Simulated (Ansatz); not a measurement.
## Single-point calculation, with input and output: SnO₂

SnO₂ (12 atoms in the cell), computed with DFT PBEsol, scalar-relativistic, plane waves, PAW, PAW set soft_1, no spin polarisation (Ansatz 0.2.0).

The structure derives from a Materials Project entry. Figures and captions count atoms from 1; the log counts them from 0 in places.

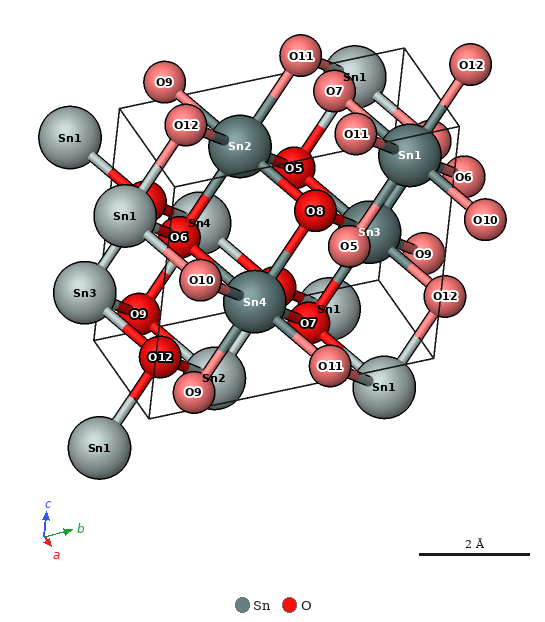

Figure 1. The input geometry (ball-and-stick view of the cell of the calculation, seen slightly off an axis; neighbours outside the cell are drawn fainter; atoms are numbered from 1 in the order of the input). An atom can appear more than once, as a periodic image. Near neighbours in the periodic cell (some may lie outside the picture): Sn has 6 O at 1.99 Å; O has 3 Sn at 1.99 Å.

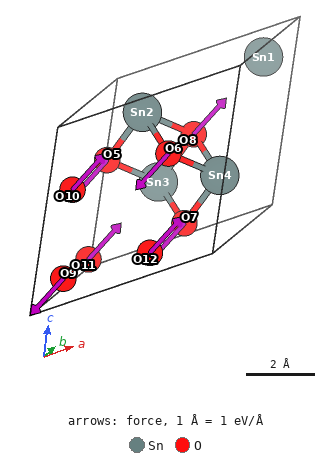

Figure 2. Forces on the atoms as pink arrows (ball-and-stick view of the cell of the calculation, seen slightly off an axis; atoms are numbered from 1 in the order of the input); the smallest are left out. The largest act on O5, O6, O7, O9, O10, O11 and 1 more (1.70 eV/Å); O8 (1.69 eV/Å). The geometry is not a stationary point of this energy.

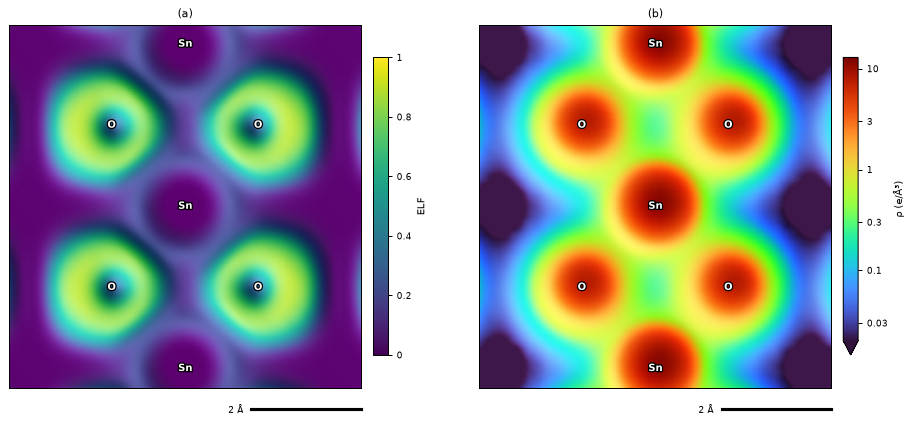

Figure 3. (a) ELF; (b) valence charge density (pseudo) on the (011) plane of the calculation cell. Sn–O (1.99 Å): ρ at the midpoint is about 0.75 e/Å³; the ELF is about 0.30 at the midpoint. Away from the nuclei the density in this plane falls to 0.01 e/Å³ at its lowest. The fields are those of the smooth PAW valence density.

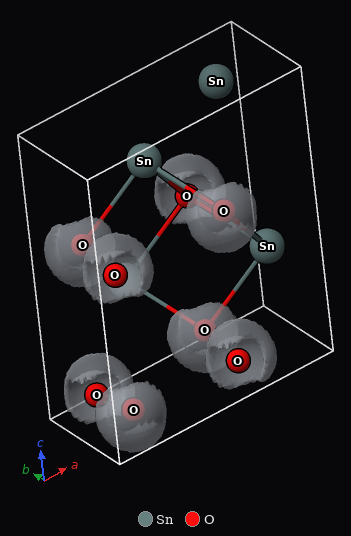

Figure 4. Isosurface of the electron localisation function at 0.8 (grey), seen slightly off an axis. Core shells and regions of very low density are left out. Sticks mark near contacts. The outline is the calculation cell. Values along the shortest contacts: Sn–O (1.99 Å): the ELF is about 0.30 at the midpoint.

These pictures come from the run below.

## Input file
```yaml
crystal:
  lattice:
    - [2.9548380327, 1.7059765336, 4.5868935727]
    - [-2.9548380327, 1.7059765336, 4.5868935727]
    - [0.0, -3.4119530671, 4.5868935728]
  atoms:
    - { symbol: Sn, position: [0.8646807174, 0.8646807174, 0.8646807174] }
    - { symbol: Sn, position: [0.3648245829, 0.3648245829, 0.8648190111] }
    - { symbol: Sn, position: [0.3648245829, 0.8648190111, 0.3648245829] }
    - { symbol: Sn, position: [0.8648190111, 0.3648245829, 0.3648245829] }
    - { symbol: O, position: [0.1235003534, 0.6233501671, 0.6233501671] }
    - { symbol: O, position: [0.6233501671, 0.1235003534, 0.6233501671] }
    - { symbol: O, position: [0.6233501671, 0.6233501671, 0.1235003534] }
    - { symbol: O, position: [0.6062113146, 0.6062113146, 0.6062113146] }
    - { symbol: O, position: [0.1234715296, 0.1234715296, 0.1234715296] }
    - { symbol: O, position: [0.1060883083, 0.1060883083, 0.6062369573] }
    - { symbol: O, position: [0.1060883083, 0.6062369573, 0.1060883083] }
    - { symbol: O, position: [0.6062369573, 0.1060883083, 0.1060883083] }
basis:
  ecutwfc: 520.0
kpoints:
  mp_grid: { grid: [6, 6, 6] }
hamiltonian:
  xc: pbesol
  pseudopotentials: { kind: paw, azcp: { folder: soft_1 } }
scf:
  occupations: { method: gaussian, width: 0.05 }
output:
  forces: true
  stress: true
  eigenvalues: true
  write_density: true
  write_potential: true
  elf: true
  volumetric_format: npy
```

Launched with:
```bash
ansatz run input.yaml --threads 2 --pin off --max-ram 4096MiB --backend cpu --events-out ev --progress --plain --runs-dir out
```

## What the program printed
```
Warning: [file] the record states the generating functional pbe (its physics header spells it `PBE`), which answers neither for hamiltonian.xc's functional nor for the pbesol family's — results may be inconsistent (PPs are generated against a specific XC)
Warning: [file] the record states the generating functional pbe (its physics header spells it `PBE`), which answers neither for hamiltonian.xc's functional nor for the pbesol family's — results may be inconsistent (PPs are generated against a specific XC)
Engine: ansatz 0.2.0, aarch64-unknown-linux-gnu
Pseudopotentials: kind: paw
Pseudopotential: Sn, paw, valence charge 14, recommended cutoff 420 eV (normal), [file]
Pseudopotential: O, paw, valence charge 6, recommended cutoff 420 eV (normal), [file]
Functional definition: PBEsol
  exchange = pbesol_x
  correlation = pbesol_c
Crystal: 12 atoms, lattice volume = 138.732 Å³
Basis set: ecut = 520 eV, 3719 PW (Γ), exchange–correlation on 90×90×90 points (8 copies of the dense FFT grid, shifted against one another)
Bands: 64, of which v1, the nominal top of the filled ones, is band 52 counted from 1 (51 counted from 0)
Symmetry: 6 space group operations
Space group: R3m (ITA 160), of the structure as read, at distance tolerance 5.2e-5 Å
k-points: 32 of 216 (time reversal used)
Non-local potential: Sn, projectors of the file, l = 0: 2, l = 1: 2, l = 2: 2, l = 3: 1
Non-local potential: O, projectors of the file, l = 0: 2, l = 1: 2, l = 2: 1
PAW form: soft (Blöchl's): semilocal exchange-correlation on the pseudo side does not see the compensation charge
PAW frozen core: Sn, regenerated for the run's functional, and the local potential with it (the file was generated under x = pbe(κ = 0.804, μ = 0.2195149727645171), c = pbe(β = 0.06672455060314922))
PAW frozen core: O, regenerated for the run's functional, and the local potential with it (the file was generated under x = pbe(κ = 0.804, μ = 0.2195149727645171), c = pbe(β = 0.06672455060314922))
PAW one-centre angular grid: Sn, 590 points (default); XC on 64 Gauss nodes
PAW one-centre angular grid: O, 110 points (default); XC on 64 Gauss nodes
Initial density: superposition of atomic densities (chi_scale 0.1, normalization cell, long waves kept (reshape's long-wave potential 0.10 eV rms))
Initial wavefunctions: pseudopotential atomic-orbital guess
Functional: x = pbesol(κ = 0.804, μ = 0.12345679012345678), c = pbesol(β = 0.046)
SCF iter   1: F=—  HF=-28283.003478 eV  |F-HF|=—  |Δ(HF+E_count)|=         —  Δρ=7.35e-2  dr2=6.56e0  ethr=3.10e-3  ⟨swp⟩=6.7  Hψ=8491  notcnv=0  defer=32
preconditioner: auto → Resta (q_TF=auto, 2.600 Å⁻¹)  ε∞=3.3  [insulator: Δε(μ)=3.776 eV  Ē_g=20.990 eV  σ=0.050 eV  W_gap=1.00  n_scr=50 (ndim 8)  ℏωp=32.2 eV  f_vac=0.028  D(μ)=0.00/eV (n_scr^D=0)  ε∞_Penn≈3.3]
SCF iter   2: F=—  HF=-28281.534786 eV  |F-HF|=—  |Δ(HF+E_count)|=    1.47e0  Δρ=3.51e-2  dr2=1.42e0  ethr=3.10e-3  ⟨swp⟩=3.8  Hψ=4360  notcnv=0  defer=153
SCF iter   3: F=—  HF=-28281.223944 eV  |F-HF|=—  |Δ(HF+E_count)|=   3.11e-1  Δρ=9.62e-3  dr2=1.47e-1  ethr=1.37e-3  ⟨swp⟩=2.9  Hψ=3049  notcnv=0  defer=153
SCF iter   4: F=—  HF=-28281.207158 eV  |F-HF|=—  |Δ(HF+E_count)|=   1.68e-2  Δρ=2.40e-3  dr2=5.98e-3  ethr=1.42e-4  ⟨swp⟩=2.1  Hψ=2921  notcnv=0  defer=153
SCF iter   5: F=—  HF=-28281.213184 eV  |F-HF|=—  |Δ(HF+E_count)|=   6.03e-3  Δρ=7.71e-4  dr2=6.58e-4  ethr=5.75e-6  ⟨swp⟩=2.7  Hψ=3641  notcnv=0  defer=153
SCF iter   6: F=—  HF=-28281.214385 eV  |F-HF|=—  |Δ(HF+E_count)|=   1.20e-3  Δρ=1.24e-4  dr2=2.08e-5  ethr=6.33e-7  ⟨swp⟩=2.0  Hψ=2859  notcnv=0  defer=153
SCF iter   7: F=—  HF=-28281.214534 eV  |F-HF|=—  |Δ(HF+E_count)|=   1.49e-4  Δρ=3.92e-5  dr2=1.71e-6  ethr=2.00e-8  ⟨swp⟩=2.0  Hψ=3288  notcnv=0  defer=153
SCF iter   8: F=—  HF=-28281.214536 eV  |F-HF|=—  |Δ(HF+E_count)|=   2.62e-6  Δρ=4.55e-5  dr2=2.21e-6  ethr=1.64e-9  ⟨swp⟩=3.2  Hψ=3980  notcnv=0  defer=153
SCF iter   9: F=-28281.214536 eV  HF=-28281.214536 eV  |F-HF|=7.32e-9  |Δ(HF+E_count)|=   3.07e-7  Δρ=4.69e-6  dr2=2.12e-8  ethr=9.62e-11  ⟨swp⟩=21.2  Hψ=19480  notcnv=0
SCF 1 converged in 9 iterations: F = -28281.214536 eV  dr2 = 2.12e-8
  greatest PAW one-centre occupation: 0.998 electrons in one spin orbital (limit 2), on the Sn atom at site 3 (counted from 0), in its partial waves of l = 2
SCF converged after 9 iterations
Free energy (F): -28281.214536 eV
Harris-Foulkes:  -28281.214536 eV  (|F-HF|=7.32e-9)
Internal energy: -28281.214536 eV  (E = F + TS)
E sigma→0 (E₀):  -28281.214536 eV
Fermi energy:    10.851648 eV
--- Per-component energies (eV) ---
  E_band       = -234.202573
  E_kinetic    = 2071.872899
  E_local      = -7677.841714  (includes V_loc(G=0)·N_el)
  E_nonlocal   = 1021.490039
  E_hartree    = 3541.088449
  E_xc         = -1074.023490
  E_vxc        = -1061.443737  (∫ρ·V_xc dr)
  E_paw        = -18463.209516  (= ΣΔE_a)
  E_vpaw       = -1670.461659  (= ΣTr[D̂ρ^β])
  E_aug_tail   = 0.002196  (compensation charges beyond the density's cutoff)
  E_ewald      = -7702.015061
  E_core_change = 1.421661  (= ΣΔE_core)
  E_smearing   = -0.000000  (= −TS)
  E_closure    = 0.000000  (closes the sum)
  Σ components = -28281.214536   (vs F -28281.214536, Δ=0.00e0)
--- Forces (eV/Å), atoms counted from 1 ---
  atom   1  Sn    -0.00000000    -0.00000000    -0.00103329
  atom   2  Sn     0.00000000     0.00340203     0.00029429
  atom   3  Sn     0.00294625    -0.00170102     0.00029429
  atom   4  Sn    -0.00294625    -0.00170102     0.00029429
  atom   5  O      0.00202779     0.00117074    -1.69604205
  atom   6  O     -0.00202779     0.00117074    -1.69604205
  atom   7  O     -0.00000000    -0.00234149    -1.69604205
  atom   8  O      0.00000000     0.00000000     1.69290426
  atom   9  O     -0.00000000    -0.00000000    -1.70158688
  atom  10  O      0.00000000    -0.00240506     1.69898574
  atom  11  O     -0.00208284     0.00120253     1.69898574
  atom  12  O      0.00208284     0.00120253     1.69898574
  max |Σ_I F_I| component: 1.98e-6 eV/Å
--- Stress (GPa, compression-positive) ---
       52.685271       0.000000       0.000000
        0.000000      52.685271      -0.000000
        0.000000      -0.000000      18.064767
  P = ⅓ Tr σ = 41.1451 GPa (411.451 kbar)
--- Band table (eV; the first three rows and the last of 32) ---
  k-point 0: bands = ["-12.1315", "-12.1315", "-12.1314", "-11.3740", "-10.5622", "-10.5622", "-10.4562", "-10.4562", "-10.4562", "-10.2538", "-10.2538", "-10.2538", "-10.0385", "-10.0385", "-9.9227", "-9.9227", "-9.9227", "-9.8710", "-9.8710", "-9.8709", "-9.5880", "-8.4770", "-8.4770", "-8.4770", "-7.8132", "-5.2814", "-5.2814", "-5.2814", "2.0837", "2.0837", "2.0837", "3.5582", "3.5582", "3.5582", "4.4723", "5.7246", "5.7246", "5.7246", "7.3572", "7.3572", "7.3572", "7.7434", "7.7434", "8.5308", "8.5308", "8.7278", "8.7775", "8.7775", "8.7775", "9.0902", "9.0903", "9.0903", "12.6123", "15.7701", "15.9639", "15.9639", "15.9639", "16.7785", "16.7785", "16.7785", "21.6188", "21.6188", "21.6188", "21.9002"]
  k-point 1: bands = ["-12.0653", "-12.0653", "-12.0579", "-11.2834", "-10.6908", "-10.5274", "-10.4495", "-10.4494", "-10.4444", "-10.4110", "-10.4110", "-10.2531", "-10.1076", "-10.0438", "-9.9771", "-9.9657", "-9.9657", "-9.9085", "-9.9085", "-9.9063", "-9.5590", "-8.6374", "-8.2360", "-8.2360", "-7.5627", "-5.4044", "-5.3783", "-5.3783", "2.1370", "2.1370", "2.3402", "3.7283", "3.7283", "3.7951", "4.4771", "5.5852", "5.5852", "5.8490", "7.2451", "7.2701", "7.3176", "7.3176", "7.5944", "8.2173", "8.5456", "8.5997", "8.5997", "8.7604", "8.7649", "9.0061", "9.0061", "9.0626", "13.1193", "16.0633", "16.1688", "16.2185", "16.2186", "16.7991", "17.1690", "17.1691", "21.2971", "21.4823", "21.4823", "21.5623"]
  k-point 2: bands = ["-11.8904", "-11.8904", "-11.8443", "-11.1857", "-10.8667", "-10.8154", "-10.8154", "-10.4349", "-10.4275", "-10.3539", "-10.3539", "-10.2636", "-10.2018", "-10.1427", "-10.0706", "-10.0706", "-10.0543", "-9.9880", "-9.9127", "-9.9126", "-9.4657", "-8.9834", "-7.8117", "-7.8117", "-6.9913", "-5.7750", "-5.5998", "-5.5997", "2.2664", "2.2664", "3.0383", "4.0612", "4.0612", "4.3876", "4.4048", "5.3977", "5.3977", "6.1902", "6.1950", "7.0373", "7.0374", "7.1101", "7.1990", "7.6164", "8.4079", "8.4079", "8.5890", "8.7138", "8.7990", "8.7990", "8.8048", "8.9885", "14.2023", "15.9976", "16.7586", "16.7586", "17.0401", "17.0555", "18.1530", "18.1530", "20.2829", "20.5552", "20.6729", "20.6729"]
  k-point 31: bands = ["-12.1395", "-12.1395", "-12.1394", "-11.3348", "-10.5618", "-10.5618", "-10.4559", "-10.4559", "-10.4559", "-10.2556", "-10.2556", "-10.2556", "-10.0380", "-10.0380", "-9.9255", "-9.9255", "-9.9255", "-9.8710", "-9.8710", "-9.8710", "-9.4583", "-8.4298", "-8.4298", "-8.4298", "-8.0698", "-5.3897", "-5.3896", "-5.3896", "2.3850", "2.3850", "2.3850", "3.8797", "3.8797", "3.8797", "5.4005", "5.8586", "5.8586", "5.8586", "6.9354", "6.9354", "6.9354", "7.0867", "7.6571", "7.6571", "8.2809", "8.2810", "8.2810", "8.5724", "8.5724", "8.5724", "8.6049", "8.6049", "14.0902", "15.9147", "16.5304", "16.5304", "16.5304", "17.7212", "17.7213", "17.7213", "21.2564", "21.2565", "21.2565", "21.8876"]
```

## Summary

```json
{"quantity": "outcome", "value": "converged"}
{"quantity": "space group (tolerance 0.01 Å)", "value": "R-3m (166)"}
{"quantity": "electrons treated", "value": "104"}
{"quantity": "free energy", "value": "−28281.2145 eV"}
{"quantity": "Fermi energy", "value": "10.852 eV"}
{"quantity": "gap on the k-point mesh", "value": "3.52 eV"}
{"quantity": "pressure", "value": "41.15 GPa"}
{"quantity": "largest force (length of the vector)", "value": "1.702 eV/Å"}
{"quantity": "hardware", "value": "2 threads of Arm Neoverse N1, 98 GiB of memory available, shared host"}
{"quantity": "wall time", "value": "50 s (CPU time 98 s)"}
{"quantity": "peak memory", "value": "0.59 GiB"}
```

Warnings of the run: the PAW datasets were made with another functional.
